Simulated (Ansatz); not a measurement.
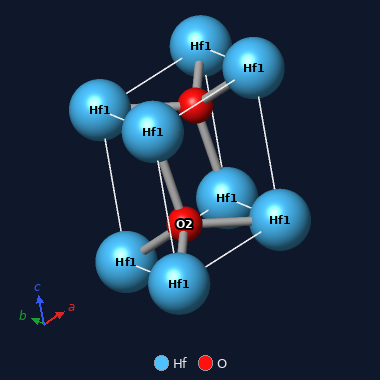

The system is HfO₂ (Fm-3m, No. 225; 3 atoms in the cell); the picture shows the reference structure. 
- The energy is mapped over two homogeneous strains (x, y and z along the cube axes).
- Coordinates scanned: (1) normal strain along x; (2) normal strain along y.
- Nothing is relaxed (symmetry fixes all fractional coordinates).
- The grid has 7 × 7 points; 28 points were computed and 21 follow by symmetry.
- Energies are in meV/atom, from the lowest grid point.
- The calculation used Ansatz 0.2.0, DFT PBEsol, scalar-relativistic, plane waves, PAW. Settings: cutoff 520 eV, k-mesh 8×8×8, gaussian smearing 0.05 eV, no spin polarisation.

Its coordinates:

```
CELL_PARAMETERS angstrom
0.00000 2.52207 2.52207
2.52207 0.00000 2.52207
2.52207 2.52207 0.00000
ATOMIC_POSITIONS crystal
Hf 0.00000 0.00000 0.00000
O 0.25000 0.25000 0.25000
O 0.75000 0.75000 0.75000
```

Range: normal strain along x from −4.00 to 4.00 %; normal strain along y from −4.00 to 4.00 %.

Predict the map.

The lowest grid point is at normal strain along x = 0.00 %, normal strain along y = 0.00 %. It is the only kind of minimum in the scanned range. The highest grid point, normal strain along x = −4.00 %, normal strain along y = −4.00 %, lies 80.5 meV/atom above the lowest. Round the minimum the valley is somewhat tilted: raising normal strain along x shifts the best value of normal strain along y downwards (coupling k₁₂/√(k₁₁k₂₂) about 0.2). The gap on the k-mesh is 3.7 eV at the lowest point and runs from 2.8 to 3.7 eV over the map.

```
normal strain along y ↓, normal strain along x →  −4.00  −2.67  −1.33  0.00  1.33  2.67  4.00
                                            4.00   50.2   36.0   29.0  29.1  35.6  48.4  66.9
                                            2.67   37.9   22.3   14.2  13.2  18.8  30.7  48.4
                                            1.33   31.9   14.9    5.5   3.3   7.8  18.8  35.6
                                            0.00   32.8   14.3    3.5   0.0   3.3  13.2  29.1
                                           −1.33   40.9   20.8    8.4   3.5   5.5  14.2  29.0
                                           −2.67   56.7   34.8   20.8  14.3  14.9  22.3  36.0
                                           −4.00   80.5   56.7   40.9  32.8  31.9  37.9  50.2
```

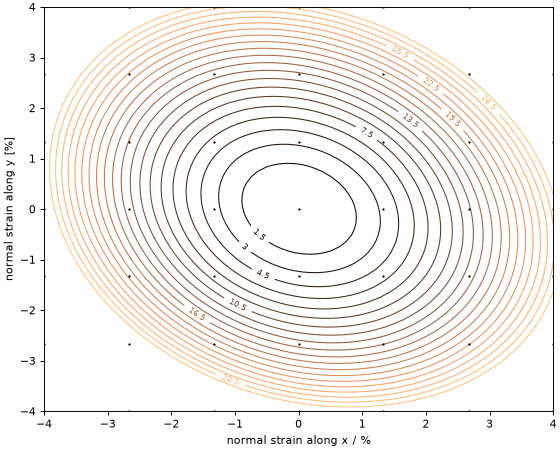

The picture shows contour lines labelled in meV/atom (none above 30), dots at the grid points. Between grid points the surface is interpolated.

Time for the 28 points that were run: 4.7 min on 1 thread of Arm Neoverse N1, on a shared host.

PAW datasets: the set soft_1.
